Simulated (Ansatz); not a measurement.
System: C₂O₅, space group Pn-3m (No. 224) (one of a set of cubic test structures, which need not be the stable phase).

Input of one of the runs behind the figure:
```
crystal:
  lattice:
    - [4.894035537073, 0.0, 0.0]
    - [0.0, 4.894035537073, 0.0]
    - [0.0, 0.0, 4.894035537073]
  atoms:
    - { symbol: C, position: [0, 0, 0] }
    - { symbol: C, position: [0.5, 0.5, 0] }
    - { symbol: C, position: [0.5, 0, 0.5] }
    - { symbol: C, position: [0, 0.5, 0.5] }
    - { symbol: O, position: [0.5, 0, 0] }
    - { symbol: O, position: [0, 0.5, 0] }
    - { symbol: O, position: [0, 0, 0.5] }
    - { symbol: O, position: [0.5, 0.5, 0.5] }
    - { symbol: O, position: [0.75, 0.75, 0.25] }
    - { symbol: O, position: [0.75, 0.25, 0.75] }
    - { symbol: O, position: [0.25, 0.75, 0.75] }
    - { symbol: O, position: [0.75, 0.25, 0.25] }
    - { symbol: O, position: [0.25, 0.75, 0.25] }
    - { symbol: O, position: [0.25, 0.25, 0.75] }
kpoints:
  mp_grid: { grid: [22, 22, 22] }
hamiltonian:
  xc: pbe
  pseudopotentials: { kind: paw }
scf:
  occupations: { method: fermi_dirac, width: 0.061225619053 }
output:
  forces: true
  stress: true
```

Launched with:
```bash
ansatz run input.yaml --threads 2
```

Calculation (Ansatz 0.2.0 development build): equation of state of a cubic crystal from periodic Kohn-Sham density functional theory without spin, third-order Birch-Murnaghan fit to the free energies; pressure corrected for the finite basis. Level: PBE.

- structure type: cubic X2O5
- atoms in cell: 14
- space group number: 224
- lattice centring: simple cubic
- k mesh: 22×22×22
- occupation method: Fermi–Dirac
- occupation width: 0.06123 eV
- wave cutoff: 420 eV
- datasets: soft-1 PAW
- density tolerance: 1.2e−07 eV
- bands: 52
- density cutoff ratio: 4
- search for lower states: default

Predict the energy above the lowest point and pressure against volume. The volume takes the values 7.8705, 8.0379, 8.2054, 8.3729, 8.5403, 8.7078, 8.8752 Å³/atom.

A third-order Birch–Murnaghan fit gives V0 = 8.37 Å³/atom, B0 = 136 GPa and B′ = 4.2. The energy above the lowest point is 14.1 meV/atom at volume 7.8705 Å³/atom and 11.7 meV/atom at 8.8752 Å³/atom; the lowest computed point is at volume 8.3729 Å³/atom (0.0 meV/atom), in a single well. The pressure falls from 9.5 GPa at volume 7.8705 Å³/atom to −7.0 GPa at 8.8752 Å³/atom, and changes sign near 8.37 Å³/atom.

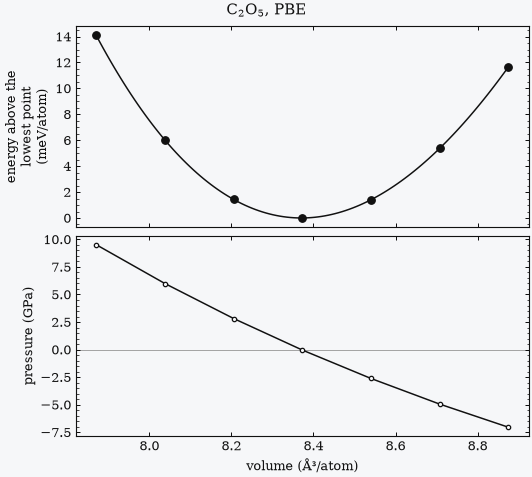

Caveats: cubic model structure, not the ambient form.
